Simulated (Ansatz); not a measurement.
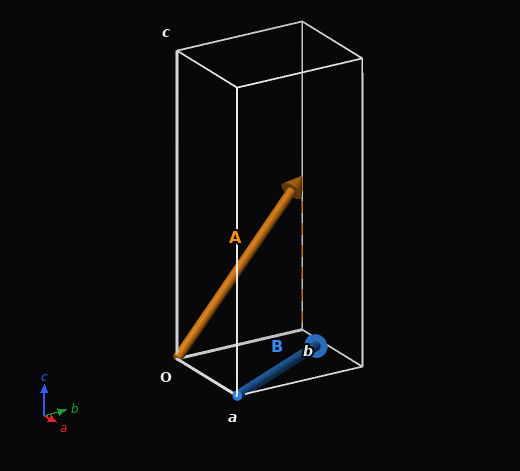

For C, the input geometry of an electronic-structure calculation (not necessarily at equilibrium); the starting structure was generated, so it need not be a known form of this composition: each arrow starts at a corner of the unit cell and ends on its surface; where a tip isn't a corner, dashed lines run from it parallel to the axes. The drawing is computed from the coordinates (standard cell, symmetry found to 0.002 Å).

a = 2.503 Å, b = 2.503 Å, c = 4.169 Å, α = 90.00°, β = 90.00°, γ = 120.00°.

Question: Index the directions.

Answer: Arrow A runs from (0, 0, 0) to (0, 1, 1/2), so [0 2 1], in four indices [−2 4 −2 3]; Arrow B runs from (1, 0, 0) to (1/3, 1, 0), so [−2 3 0], in four indices [−7 8 −1 0].

Question: How long is the vector ua + vb + wc in each case, and what angles do the directions make?

Answer: A 6.515 Å; B 10.911 Å. A–B: 45.2°.

Question: In P6₃/mmc, No. 194, how many directions are equivalent to A (Laue class 6/mmm, both senses counted)?

Answer: 12.
